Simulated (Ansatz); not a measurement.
## Geometry relaxation of Ge3Si2 (part 1 of 2)

Ge3Si2 (P-3m1, 5 atoms in the cell), computed with DFT PBE, scalar-relativistic, plane waves, PAW, no spin polarisation (Ansatz 0.2.0).

The structure was made by a generator, so it may or may not be a known phase.

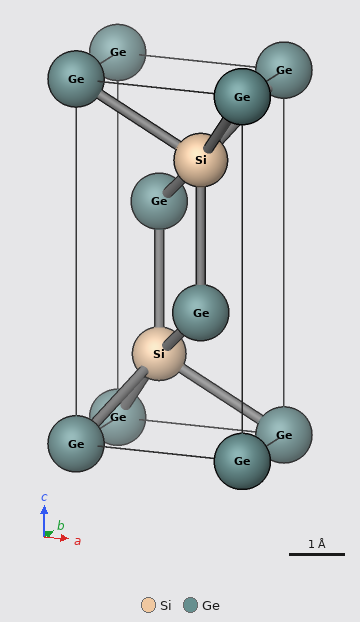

Figure 1. The starting structure (ball-and-stick view of the cell of the calculation, seen slightly off an axis).

### Input
```yaml
crystal:
  lattice:
    - [4.0617452334, 0.0, 0.0]
    - [-2.0308726167, 3.5175745558, 0.0]
    - [0.0, 0.0, 6.7863122379]
  atoms:
    - { symbol: Si, position: [0.3333333333, 0.6666666667, 0.2145841679] }
    - { symbol: Si, position: [0.6666666667, 0.3333333333, 0.7854158321] }
    - { symbol: Ge, position: [0.3333333333, 0.6666666667, 0.6325348496] }
    - { symbol: Ge, position: [0.6666666667, 0.3333333333, 0.3674651504] }
    - { symbol: Ge, position: [0.0, 0.0, 0.0] }
basis:
  ecutwfc: 420
kpoints:
  mp_grid: { grid: [12, 12, 6] }
hamiltonian:
  xc: pbe
scf:
  occupations: { method: gaussian, width: 0.1 }
output:
  forces: true
  stress: true
  eigenvalues: true
  write_density: true
  write_potential: true
  elf: true
  volumetric_format: npy
relax:
  adjacent_minimum: "off"
  f_tol: 0.01
  max_steps: 80
  cell: { stress_tol: 0.05 }
```

Run as:
```bash
ansatz run input.yaml --threads 1 --pin off --max-ram 2560MiB --backend cpu --events-out ev --progress --plain --runs-dir out
```

### Output
```
Engine: ansatz 0.2.0, aarch64-unknown-linux-gnu
Pseudopotentials: kind: paw
Pseudopotential: Si, paw, valence charge 4, recommended cutoff 420 eV (normal), Si.paw.azcp
Pseudopotential: Ge, paw, valence charge 14, recommended cutoff 420 eV (normal), Ge.paw.azcp
Functional definition: PBE
  parameter kappa = 0.804
  parameter beta = 0.06672455060314922
  exchange = pbe_x(kappa = kappa, mu = beta*pi^2/3)
  correlation = pbe_c(beta = beta)
Crystal: 5 atoms, lattice volume = 96.959 Å³
Basis set: ecut = 420 eV, 1883 PW (Γ), exchange–correlation on 60×60×96 points (8 copies of the dense FFT grid, shifted against one another)
Bands: 30, of which v1, the nominal top of the filled ones, is band 25 counted from 1 (24 counted from 0)
Symmetry: 12 space group operations
Space group: P-3m1 (ITA 164), of the structure as read, at distance tolerance 4.6e-5 Å
k-points: 100 of 864
Non-local potential: Si, projectors of the file, l = 0: 2, l = 1: 2, l = 2: 2
Non-local potential: Ge, projectors of the file, l = 0: 2, l = 1: 2, l = 2: 3, l = 3: 1
PAW form: soft (Blöchl's): semilocal exchange-correlation on the pseudo side does not see the compensation charge
PAW one-centre angular grid: Si, 110 points (default); XC on 64 Gauss nodes
PAW one-centre angular grid: Ge, 590 points (default); XC on 64 Gauss nodes
Initial density: superposition of atomic densities (neutral atoms: chi_scale 0, normalization atom), corrected by the library's trained network
Initial wavefunctions: pseudopotential atomic-orbital guess
Functional: x = pbe(κ = 0.804, μ = 0.2195149727645171), c = pbe(β = 0.06672455060314922)
SCF iter   1: F=—  HF=-14154.788812 eV  |F-HF|=—  |Δ(HF+E_count)|=         —  Δρ=1.57e-3  dr2=6.54e-3  ethr=1.77e-3  ⟨swp⟩=5.7  Hψ=12382  notcnv=0
preconditioner: auto → Kerker (q_TF=auto, 2.443 Å⁻¹)  [metal: Δε(μ)=0.007 eV  Ē_g=19.054 eV  σ=0.100 eV  W_gap=0.04  n_scr=22 (ndim 8)  ℏωp=26.7 eV  f_vac=0.003  D(μ)=2.09/eV (n_scr^D=10)]
SCF iter   2: F=—  HF=-14154.787542 eV  |F-HF|=—  |Δ(HF+E_count)|=   1.27e-3  Δρ=9.83e-4  dr2=2.35e-3  ethr=1.31e-5  ⟨swp⟩=1.1  Hψ=3816  notcnv=0
SCF iter   3: F=—  HF=-14154.787561 eV  |F-HF|=—  |Δ(HF+E_count)|=   1.92e-5  Δρ=4.38e-4  dr2=1.77e-4  ethr=4.71e-6  ⟨swp⟩=2.0  Hψ=4481  notcnv=0
SCF iter   4: F=—  HF=-14154.787393 eV  |F-HF|=—  |Δ(HF+E_count)|=   1.68e-4  Δρ=1.65e-4  dr2=3.66e-5  ethr=3.53e-7  ⟨swp⟩=2.0  Hψ=5444  notcnv=0
SCF iter   5: F=—  HF=-14154.787401 eV  |F-HF|=—  |Δ(HF+E_count)|=   7.61e-6  Δρ=6.71e-5  dr2=5.71e-6  ethr=7.31e-8  ⟨swp⟩=2.0  Hψ=5435  notcnv=0
SCF iter   6: F=—  HF=-14154.787402 eV  |F-HF|=—  |Δ(HF+E_count)|=   1.46e-6  Δρ=2.73e-5  dr2=8.26e-7  ethr=1.14e-8  ⟨swp⟩=2.0  Hψ=5428  notcnv=0
SCF iter   7: F=—  HF=-14154.787403 eV  |F-HF|=—  |Δ(HF+E_count)|=   3.10e-7  Δρ=1.81e-5  dr2=3.29e-7  ethr=1.65e-9  ⟨swp⟩=2.0  Hψ=5458  notcnv=0
SCF iter   8: F=-14154.787403 eV  HF=-14154.787403 eV  |F-HF|=3.73e-9  |Δ(HF+E_count)|=   9.66e-8  Δρ=3.95e-6  dr2=3.09e-8  ethr=2.00e-10  ⟨swp⟩=7.9  Hψ=20976  notcnv=0
SCF 1 converged in 8 iterations: F = -14154.787403 eV  dr2 = 3.09e-8
  greatest PAW one-centre occupation: 0.998 electrons in one spin orbital (limit 2), on the Ge atom at site 3 (counted from 0), in its partial waves of l = 2
relax step   1: F+E_penalty+E_count = -14154.78740261 eV  Δ(F+E_penalty+E_count) = +0.000e0 eV  max|allowed force component| = 4.865e-2 eV/Å  Δτ_max = 0.0000 Å  P = -0.015 GPa  Ω = 96.959 Å³  (8 SCF iters, dr2 threshold 1.00e-7 eV, accepted)
Crystal: 5 atoms, lattice volume = 97.091 Å³
Basis set: ecut = 420 eV, 1907 PW (Γ), exchange–correlation on 60×60×96 points (8 copies of the dense FFT grid, shifted against one another)
Initial density: handed on by an earlier stage of this run
Initial wavefunctions: those handed on with the density
iter 1 solved again at ethr=6.17e-7 eV; its pass at ethr=3.10e-3 eV (dr2=3.08e-4 eV) is discarded
SCF iter   1: F=—  HF=-14154.794596 eV  |F-HF|=—  |Δ(HF+E_count)|=         —  Δρ=5.38e-4  dr2=3.18e-4  ethr=6.17e-7  ⟨swp⟩=2.2  Hψ=16168  notcnv=0
preconditioner: auto → Kerker (q_TF=auto, 2.443 Å⁻¹)  [metal: Δε(μ)=0.017 eV  Ē_g=19.037 eV  σ=0.100 eV  W_gap=0.10  n_scr=22 (ndim 8)  ℏωp=26.6 eV  f_vac=0.004  D(μ)=1.96/eV (n_scr^D=10)]
SCF iter   2: F=—  HF=-14154.794582 eV  |F-HF|=—  |Δ(HF+E_count)|=   1.32e-5  Δρ=3.48e-4  dr2=1.31e-4  ethr=6.17e-7  ⟨swp⟩=1.0  Hψ=3000  notcnv=0
SCF iter   3: F=—  HF=-14154.794570 eV  |F-HF|=—  |Δ(HF+E_count)|=   1.20e-5  Δρ=4.01e-5  dr2=1.34e-6  ethr=2.63e-7  ⟨swp⟩=2.0  Hψ=3626  notcnv=0
SCF iter   4: F=-14154.794570 eV  HF=-14154.794570 eV  |F-HF|=4.81e-8  |Δ(HF+E_count)|=   4.84e-7  Δρ=1.83e-5  dr2=3.37e-7  ethr=1.00e-9  ⟨swp⟩=10.1  Hψ=25161  notcnv=0
SCF 2 converged in 4 iterations: F = -14154.794570 eV  dr2 = 3.37e-7
[... from here on the iterations of each SCF are left out, up to the last one ...]
relax step   2: F+E_penalty+E_count = -14154.79457000 eV  Δ(F+E_penalty+E_count) = -7.167e-3 eV  max|allowed force component| = 4.907e-2 eV/Å  Δτ_max = 0.0053 Å  P = -0.145 GPa  Ω = 97.091 Å³  energy of the carried Pulay correction = -2.239e-5 eV  (4 SCF iters, dr2 threshold 5.00e-7 eV, accepted)
Crystal: 5 atoms, lattice volume = 97.035 Å³
Basis set: ecut = 420 eV, 1919 PW (Γ), exchange–correlation on 60×60×96 points (8 copies of the dense FFT grid, shifted against one another)
preconditioner: auto → Kerker (q_TF=auto, 2.443 Å⁻¹)  [metal: Δε(μ)=0.020 eV  Ē_g=19.037 eV  σ=0.100 eV  W_gap=0.11  n_scr=22 (ndim 8)  ℏωp=26.7 eV  f_vac=0.003  D(μ)=1.53/eV (n_scr^D=2)]
SCF 3 converged in 4 iterations: F = -14154.802720 eV  dr2 = 3.64e-7
relax step   3: F+E_penalty+E_count = -14154.80272049 eV  Δ(F+E_penalty+E_count) = -8.150e-3 eV  max|allowed force component| = 3.762e-2 eV/Å  Δτ_max = 0.0067 Å  P = -0.159 GPa  Ω = 97.035 Å³  energy of the carried Pulay correction = -1.280e-5 eV  (4 SCF iters, dr2 threshold 5.00e-7 eV, accepted)
Crystal: 5 atoms, lattice volume = 95.647 Å³
preconditioner: auto → Kerker (q_TF=auto, 2.449 Å⁻¹)  [metal: Δε(μ)=0.003 eV  Ē_g=19.050 eV  σ=0.100 eV  W_gap=0.02  n_scr=22 (ndim 8)  ℏωp=26.8 eV  f_vac=0.001  D(μ)=2.02/eV (n_scr^D=10)]
SCF 4 converged in 6 iterations: F = -14154.812785 eV  dr2 = 1.08e-7
relax step   4: F+E_penalty+E_count = -14154.81278472 eV  Δ(F+E_penalty+E_count) = -1.006e-2 eV  max|allowed force component| = 8.102e-2 eV/Å  Δτ_max = 0.0368 Å  P = +0.592 GPa  Ω = 95.647 Å³  energy of the carried Pulay correction = +2.245e-4 eV  (6 SCF iters, dr2 threshold 5.00e-7 eV, accepted)
Crystal: 5 atoms, lattice volume = 95.878 Å³
Basis set: ecut = 420 eV, 1849 PW (Γ), exchange–correlation on 60×60×96 points (8 copies of the dense FFT grid, shifted against one another)
preconditioner: auto → Kerker (q_TF=auto, 2.448 Å⁻¹)  [metal: Δε(μ)=0.032 eV  Ē_g=19.044 eV  σ=0.100 eV  W_gap=0.18  n_scr=22 (ndim 8)  ℏωp=26.8 eV  f_vac=0.000  D(μ)=2.13/eV (n_scr^D=10)]
SCF 5 converged in 7 iterations: F = -14154.834400 eV  dr2 = 1.54e-7
relax step   5: F+E_penalty+E_count = -14154.83439995 eV  Δ(F+E_penalty+E_count) = -2.162e-2 eV  max|allowed force component| = 8.418e-2 eV/Å  Δτ_max = 0.0406 Å  P = -0.094 GPa  Ω = 95.878 Å³  energy of the carried Pulay correction = +1.849e-4 eV  (7 SCF iters, dr2 threshold 5.00e-7 eV, accepted)
Crystal: 5 atoms, lattice volume = 93.787 Å³
Basis set: ecut = 420 eV, 1813 PW (Γ), exchange–correlation on 60×60×96 points (8 copies of the dense FFT grid, shifted against one another)
preconditioner: auto → Kerker (q_TF=auto, 2.457 Å⁻¹)  [metal: Δε(μ)=0.008 eV  Ē_g=19.077 eV  σ=0.100 eV  W_gap=0.05  n_scr=24 (ndim 8)  ℏωp=27.1 eV  f_vac=0.000  D(μ)=2.16/eV (n_scr^D=10)]
SCF 6 converged in 7 iterations: F = -14154.817227 eV  dr2 = 3.59e-8
relax step   6: F+E_penalty+E_count = -14154.81722690 eV  Δ(F+E_penalty+E_count) = +1.717e-2 eV  max|allowed force component| = 1.502e-1 eV/Å  Δτ_max = 0.0632 Å  P = +0.589 GPa  Ω = 93.787 Å³  energy of the carried Pulay correction = +5.482e-4 eV  (7 SCF iters, dr2 threshold 4.43e-7 eV, rejected (line search))
Crystal: 5 atoms, lattice volume = 95.487 Å³
Basis set: ecut = 420 eV, 1861 PW (Γ), exchange–correlation on 60×60×96 points (8 copies of the dense FFT grid, shifted against one another)
preconditioner: auto → Kerker (q_TF=auto, 2.449 Å⁻¹)  [metal: Δε(μ)=0.027 eV  Ē_g=19.075 eV  σ=0.100 eV  W_gap=0.15  n_scr=22 (ndim 8)  ℏωp=26.9 eV  f_vac=0.000  D(μ)=2.11/eV (n_scr^D=10)]
SCF 7 converged in 10 iterations: F = -14154.837943 eV  dr2 = 4.14e-11
relax step   7: F+E_penalty+E_count = -14154.83794335 eV  Δ(F+E_penalty+E_count) = -3.543e-3 eV  max|allowed force component| = 2.039e-2 eV/Å  Δτ_max = 0.0195 Å  P = -0.071 GPa  Ω = 95.487 Å³  energy of the carried Pulay correction = +2.521e-4 eV  (10 SCF iters, accepted)
Crystal: 5 atoms, lattice volume = 95.118 Å³
preconditioner: auto → Kerker (q_TF=auto, 2.451 Å⁻¹)  [metal: Δε(μ)=0.012 eV  Ē_g=19.066 eV  σ=0.100 eV  W_gap=0.07  n_scr=22 (ndim 8)  ℏωp=26.9 eV  f_vac=0.000  D(μ)=2.16/eV (n_scr^D=10)]
SCF 8 converged in 6 iterations: F = -14154.838129 eV  dr2 = 2.07e-9
relax step   8: F+E_penalty+E_count = -14154.83812935 eV  Δ(F+E_penalty+E_count) = -1.860e-4 eV  max|allowed force component| = 1.897e-2 eV/Å  Δτ_max = 0.0081 Å  P = +0.106 GPa  Ω = 95.118 Å³  energy of the carried Pulay correction = +3.159e-4 eV  (6 SCF iters, dr2 threshold 2.60e-8 eV, accepted)
Crystal: 5 atoms, lattice volume = 95.214 Å³
preconditioner: auto → Kerker (q_TF=auto, 2.451 Å⁻¹)  [metal: Δε(μ)=0.004 eV  Ē_g=19.063 eV  σ=0.100 eV  W_gap=0.02  n_scr=22 (ndim 8)  ℏωp=26.9 eV  f_vac=0.000  D(μ)=2.15/eV (n_scr^D=10)]
SCF 9 converged in 5 iterations: F = -14154.838287 eV  dr2 = 1.60e-8
relax step   9: F+E_penalty+E_count = -14154.83828732 eV  Δ(F+E_penalty+E_count) = -1.580e-4 eV  max|allowed force component| = 8.521e-3 eV/Å  Δτ_max = 0.0023 Å  P = +0.027 GPa  Ω = 95.214 Å³  energy of the carried Pulay correction = +2.994e-4 eV  (5 SCF iters, dr2 threshold 4.57e-8 eV, accepted)
Crystal: 5 atoms, lattice volume = 95.226 Å³
Basis set: ecut = 420 eV, 1837 PW (Γ), exchange–correlation on 60×60×96 points (8 copies of the dense FFT grid, shifted against one another)
preconditioner: auto → Kerker (q_TF=auto, 2.451 Å⁻¹)  [metal: Δε(μ)=0.011 eV  Ē_g=19.060 eV  σ=0.100 eV  W_gap=0.06  n_scr=22 (ndim 8)  ℏωp=26.9 eV  f_vac=0.000  D(μ)=2.09/eV (n_scr^D=10)]
SCF 10 converged in 7 iterations: F = -14154.838447 eV  dr2 = 1.41e-9
relax step  10: F+E_penalty+E_count = -14154.83844745 eV  Δ(F+E_penalty+E_count) = -1.601e-4 eV  max|allowed force component| = 7.775e-3 eV/Å  Δτ_max = 0.0042 Å  P = -0.020 GPa  Ω = 95.226 Å³  energy of the carried Pulay correction = +2.973e-4 eV  (7 SCF iters, dr2 threshold 6.67e-9 eV, accepted)
Basis set: ecut = 420 eV, 1837 PW (Γ), exchange–correlation on 54×54×108 points (8 copies of the dense FFT grid, shifted against one another)
Initial wavefunctions: pseudopotential atomic-orbital guess (no wavefunctions were taken with the density)
preconditioner: auto → Kerker (q_TF=auto, 2.451 Å⁻¹)  [metal: Δε(μ)=0.010 eV  Ē_g=19.058 eV  σ=0.100 eV  W_gap=0.05  n_scr=22 (ndim 8)  ℏωp=26.9 eV  f_vac=0.000  D(μ)=2.09/eV (n_scr^D=10)]
SCF 11 converged in 8 iterations: F = -14154.841304 eV  dr2 = 3.34e-11
relax step  11: F+E_penalty+E_count = -14154.84130401 eV  Δ(F+E_penalty+E_count) = -2.857e-3 eV  max|allowed force component| = 7.964e-3 eV/Å  Δτ_max = 0.0000 Å  P = +0.053 GPa  Ω = 95.226 Å³  stress off target by 1.71e-1 GPa  SCF on the basis re-selected at this cell (its energy is not comparable with the rows above)  (8 SCF iters)
basis re-selected at this cell: Δ(F+E_penalty+E_count) = -2.857e-3 eV, ΔP = +0.073 GPa vs the last step (what re-selecting the basis moved, of the pressure what is left beyond the Pulay correction that the steps carried, after the strain that the cell walked since its last selection, with what the two solves' SCF thresholds leave and, on support functions, any second-order correction that the steps lacked; it is no measure of the basis error at this ecutwfc). The dense FFT grid was sized anew with the basis: this SCF ran on 27×27×54 points, the steps before it on 30×30×48, so part of this shift can come from that change (see relax.cell in the input reference). This SCF's stress stands 1.71e-1 GPa from its target on what of the cell is left free (relax.cell.stress_tol is 5.00e-2 GPa) and its largest allowed force component is 7.96e-3 eV/Å (relax.f_tol is 1.00e-2 eV/Å): not within both, so this SCF does not close the relaxation
Crystal: 5 atoms, lattice volume = 95.277 Å³
Basis set: ecut = 420 eV, 1861 PW (Γ), exchange–correlation on 54×54×108 points (8 copies of the dense FFT grid, shifted against one another)
preconditioner: auto → Kerker (q_TF=auto, 2.450 Å⁻¹)  [metal: Δε(μ)=0.012 eV  Ē_g=19.056 eV  σ=0.100 eV  W_gap=0.07  n_scr=22 (ndim 8)  ℏωp=26.9 eV  f_vac=0.000  D(μ)=2.21/eV (n_scr^D=10)]
the search or the solves at the SCF's close seem to have found levels that the self-consistency loop had missed (the run counts 1). By its estimate they hold under 1e-12 electrons; where the run keeps them, the occupations were computed again with them
SCF 12 converged in 6 iterations: F = -14154.841768 eV  dr2 = 2.93e-8
relax step  12: F+E_penalty+E_count = -14154.84176785 eV  Δ(F+E_penalty+E_count) = -4.638e-4 eV  max|allowed force component| = 1.638e-3 eV/Å  Δτ_max = 0.0020 Å  P = -0.001 GPa  Ω = 95.277 Å³  energy of the carried Pulay correction = -1.246e-5 eV  (6 SCF iters, dr2 threshold 7.34e-8 eV, accepted)
Crystal: 5 atoms, lattice volume = 95.248 Å³
Basis set: ecut = 420 eV, 1873 PW (Γ), exchange–correlation on 54×54×108 points (8 copies of the dense FFT grid, shifted against one another)
preconditioner: auto → Kerker (q_TF=auto, 2.450 Å⁻¹)  [metal: Δε(μ)=0.013 eV  Ē_g=19.056 eV  σ=0.100 eV  W_gap=0.07  n_scr=22 (ndim 8)  ℏωp=26.9 eV  f_vac=0.000  D(μ)=2.23/eV (n_scr^D=10)]
SCF 13 converged in 8 iterations: F = -14154.842311 eV  dr2 = 1.17e-9
relax step  13: F+E_penalty+E_count = -14154.84231073 eV  Δ(F+E_penalty+E_count) = -5.429e-4 eV  max|allowed force component| = 1.048e-2 eV/Å  Δτ_max = 0.0034 Å  P = +0.037 GPa  Ω = 95.248 Å³  energy of the carried Pulay correction = -1.210e-5 eV  (8 SCF iters, dr2 threshold 1.07e-8 eV, accepted)
Crystal: 5 atoms, lattice volume = 95.175 Å³
preconditioner: auto → Kerker (q_TF=auto, 2.451 Å⁻¹)  [metal: Δε(μ)=0.006 eV  Ē_g=19.055 eV  σ=0.100 eV  W_gap=0.04  n_scr=22 (ndim 8)  ℏωp=26.9 eV  f_vac=0.000  D(μ)=1.94/eV (n_scr^D=10)]
SCF 14 converged in 6 iterations: F = -14154.842894 eV  dr2 = 3.85e-8
relax step  14: F+E_penalty+E_count = -14154.84289396 eV  Δ(F+E_penalty+E_count) = -5.832e-4 eV  max|allowed force component| = 1.316e-2 eV/Å  Δτ_max = 0.0005 Å  P = -0.000 GPa  Ω = 95.175 Å³  energy of the carried Pulay correction = -4.692e-6 eV  (6 SCF iters, dr2 threshold 4.24e-8 eV, accepted)
Crystal: 5 atoms, lattice volume = 95.112 Å³
preconditioner: auto → Kerker (q_TF=auto, 2.451 Å⁻¹)  [metal: Δε(μ)=0.010 eV  Ē_g=19.062 eV  σ=0.100 eV  W_gap=0.06  n_scr=22 (ndim 8)  ℏωp=26.9 eV  f_vac=0.000  D(μ)=1.98/eV (n_scr^D=10)]
SCF 15 converged in 6 iterations: F = -14154.843028 eV  dr2 = 5.76e-9
relax step  15: F+E_penalty+E_count = -14154.84302831 eV  Δ(F+E_penalty+E_count) = -1.344e-4 eV  max|allowed force component| = 1.835e-3 eV/Å  Δτ_max = 0.0042 Å  P = -0.021 GPa  Ω = 95.112 Å³  energy of the carried Pulay correction = +7.296e-6 eV  (6 SCF iters, dr2 threshold 1.08e-8 eV, accepted)
iter 1 solved again at ethr=8.45e-8 eV; its pass at ethr=3.10e-3 eV (dr2=4.23e-5 eV) is discarded
SCF iter   1: F=—  HF=-14154.839686 eV  |F-HF|=—  |Δ(HF+E_count)|=         —  Δρ=6.79e-4  dr2=9.54e-6  ethr=8.45e-8  ⟨swp⟩=3.0  Hψ=19286  notcnv=0
preconditioner: auto → Kerker (q_TF=auto, 2.451 Å⁻¹)  [metal: Δε(μ)=0.011 eV  Ē_g=19.062 eV  σ=0.100 eV  W_gap=0.06  n_scr=22 (ndim 8)  ℏωp=26.9 eV  f_vac=0.000  D(μ)=1.98/eV (n_scr^D=10)]
SCF iter   2: F=—  HF=-14154.842208 eV  |F-HF|=—  |Δ(HF+E_count)|=   2.52e-3  Δρ=3.44e-4  dr2=2.36e-6  ethr=1.91e-8  ⟨swp⟩=2.0  Hψ=3930  notcnv=0
SCF iter   3: F=—  HF=-14154.843067 eV  |F-HF|=—  |Δ(HF+E_count)|=   8.59e-4  Δρ=8.11e-6  dr2=6.98e-9  ethr=4.72e-9  ⟨swp⟩=2.0  Hψ=3804  notcnv=0
SCF iter   4: F=—  HF=-14154.843067 eV  |F-HF|=—  |Δ(HF+E_count)|=   4.41e-7  Δρ=1.57e-6  dr2=2.92e-9  ethr=1.40e-11  ⟨swp⟩=2.0  Hψ=5483  notcnv=0
SCF iter   5: F=—  HF=-14154.843067 eV  |F-HF|=—  |Δ(HF+E_count)|=  6.97e-10  Δρ=7.81e-7  dr2=1.05e-9  ethr=5.84e-12  ⟨swp⟩=2.2  Hψ=4953  notcnv=0
SCF iter   6: F=—  HF=-14154.843067 eV  |F-HF|=—  |Δ(HF+E_count)|=  4.15e-10  Δρ=1.99e-7  dr2=7.64e-11  ethr=2.09e-12  ⟨swp⟩=2.0  Hψ=3962  notcnv=0
SCF iter   7: F=-14154.843067 eV  HF=-14154.843067 eV  |F-HF|=7.28e-12  |Δ(HF+E_count)|=  4.00e-11  Δρ=4.59e-8  dr2=5.91e-12  ethr=1.00e-12  ⟨swp⟩=5.3  Hψ=11964  notcnv=0
SCF 16 converged in 7 iterations: F = -14154.843067 eV  dr2 = 5.91e-12
relax step  16: F+E_penalty+E_count = -14154.84306712 eV  Δ(F+E_penalty+E_count) = -3.881e-5 eV  max|allowed force component| = 1.813e-3 eV/Å  Δτ_max = 0.0000 Å  P = -0.019 GPa  Ω = 95.112 Å³  stress off target by 2.27e-2 GPa  SCF on the basis re-selected at this cell (its energy is not comparable with the rows above)  (7 SCF iters)
```

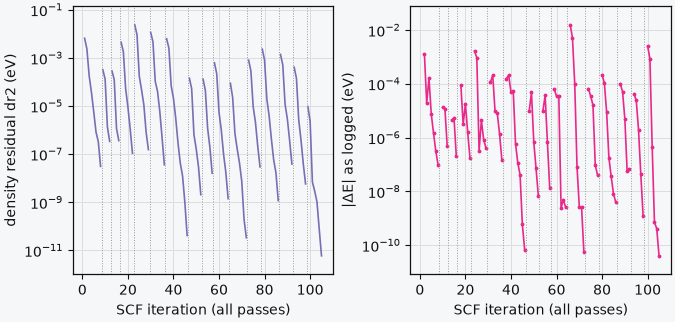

Figure 2. Convergence of the self-consistent field: density residual dr2 and size of the energy change against the SCF iteration. The dotted lines part the SCF passes of the relaxation: geometry steps, rejected trials and re-solves on a re-selected basis. The 16 passes take 4 to 10 iterations each, 105 in all.

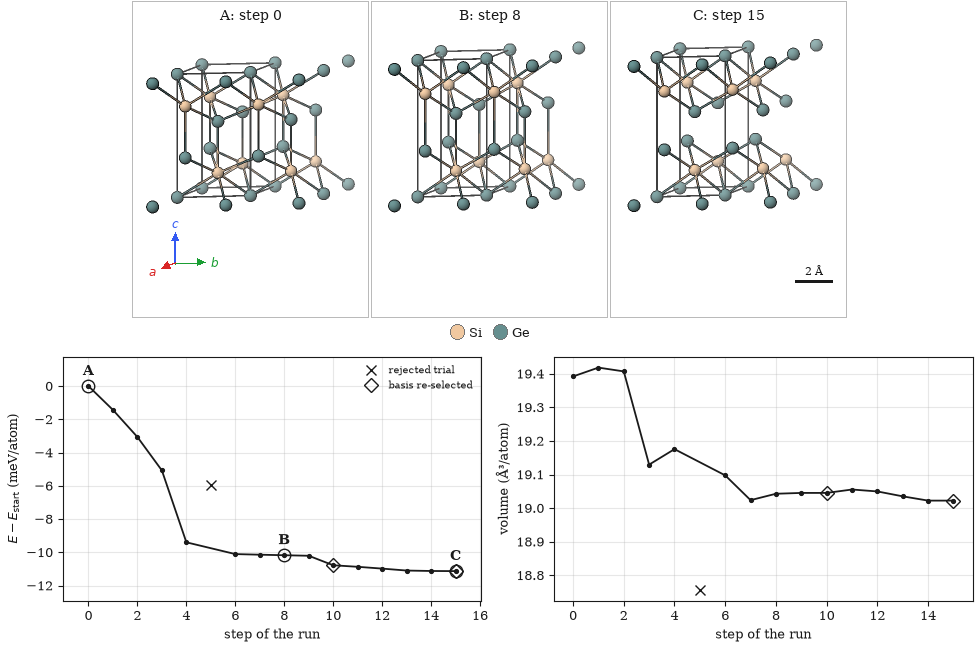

Figure 3. Frames of the relaxation (ball-and-stick view of the cell of the calculation, repeated 2 × 2 × 1, seen slightly off an axis) above the curves, on which the letters mark them (the first geometry is step 0 here and step 1 in the log).
